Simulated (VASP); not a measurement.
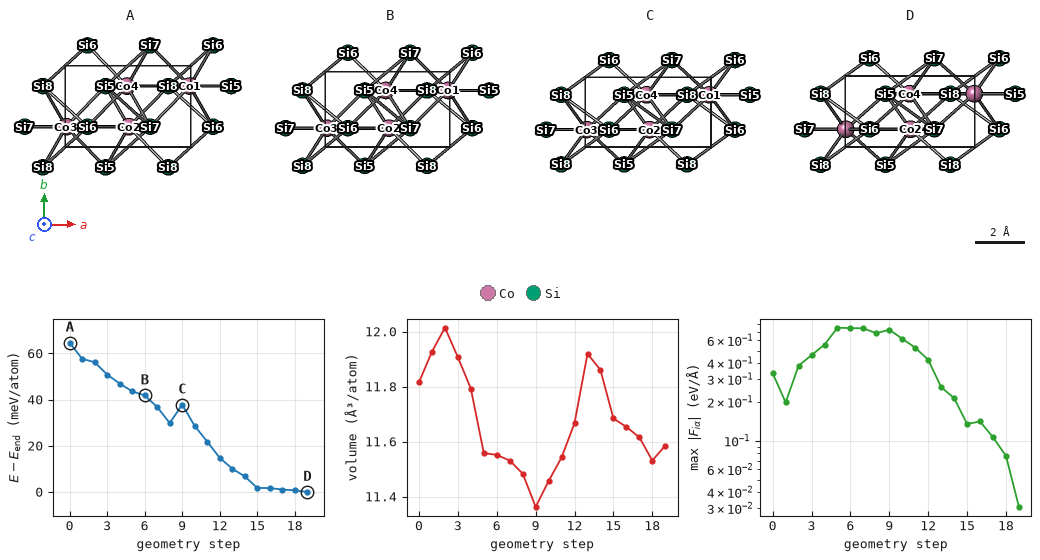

Frames of a relaxation of crystalline CoSi (a generated structure, set up in Pnma), marked on the history of the run. The picture is a ball-and-stick view of the cell of the calculation, seen along the c axis.

The run lets cell and atoms move.

Level of theory: VASP, Kohn-Sham DFT of a periodic cell, PBE, VASP PAW PBE potentials, recommended.

Input file:
```
PREC = Normal
ENCUT = 520
EDIFF = 1E-4
ISMEAR = 0
SIGMA = 0.15
LREAL = False
LASPH = True
NELM = 60
ALGO = Fast
ISIF = 3
LWAVE = False
LCHARG = False
ISPIN = 2
MAGMOM = 2 2 2 2 0 0 0 0
LORBIT = 11
LMAXMIX = 4
GGA = PE
IBRION = 2
NSW = 24
EDIFFG = -0.08
KPAR = 2
```

Command:
```bash
cat potpaw_PBE.64/Co/POTCAR potpaw_PBE.64/Si/POTCAR > POTCAR
mpirun -np 2 vasp_std > vasp.out
```

Describe the path.

Answer. The largest moves relative to the cell, 0.16 Å, are those of Si5, Si6, Si7 and Si8. Si5 goes along [−1 0 −2]. Largest moves by element: Si 0.16 Å, Co 0.07 Å. The drawn cell changes as follows: a 5.130 → 5.299 Å (+3.3 %), b 3.320 → 2.901 Å (−12.6 %), c 5.550 → 6.029 Å (+8.6 %); the volume changes by −2.0 %. Some distances before and after: Si5–Si5 3.320 → 2.901 Å, Si5–Si7 2.630 → 2.568 Å, Co1–Si7 2.387 → 2.341 Å, Co1–Si5 2.261 → 2.281 Å. Among the angles between lasting bonds that change: Si6–Co1–Si6 92.3° → 78.2°, Si6–Co1–Si7 85.1° → 98.6°, Si7–Co1–Si7 88.1° → 76.6°. The space group stays Pnma (No. 62). Over 19 geometry steps the energy falls by 64.7 meV per atom. The largest force component goes from 0.33 to 0.031 eV/Å. Pressure: 0.89 GPa at the start and 0.44 GPa at the end. From step 0 to 6: Co atoms move most (0.08 Å), volume −2.2 %, energy −22.9 meV per atom. From step 6 to 9: Si atoms move most (0.11 Å), volume −1.6 %, energy −4.0 meV per atom. From step 9 to 19: Co atoms move most (0.08 Å), volume +2.0 %, energy −37.8 meV per atom.

```tsv
step	E − E(0), meV/atom	largest force component, eV/Å	pressure, GPa	volume, Å³/atom
0	0.00	0.3333	0.89	11.816
1	-7.04	0.1983	-0.61	11.927
2	-8.47	0.3822	-2.05	12.014
3	-13.84	0.4607	-0.67	11.906
4	-17.72	0.5561	1.11	11.792
5	-21.10	0.7522	5.01	11.558
6	-22.87	0.7468	4.61	11.552
7	-27.87	0.7440	4.26	11.531
8	-34.83	0.6806	5.52	11.483
9	-26.84	0.7264	6.20	11.363
10	-36.10	0.6169	5.47	11.456
11	-42.88	0.5265	3.24	11.542
12	-49.89	0.4238	0.63	11.667
13	-54.59	0.2606	-2.93	11.919
14	-57.90	0.2137	-2.53	11.860
15	-62.92	0.1349	-0.51	11.684
16	-62.98	0.1411	-0.56	11.653
17	-63.60	0.1063	-0.04	11.615
18	-63.97	0.0764	1.19	11.531
19	-64.66	0.0307	0.44	11.585
```
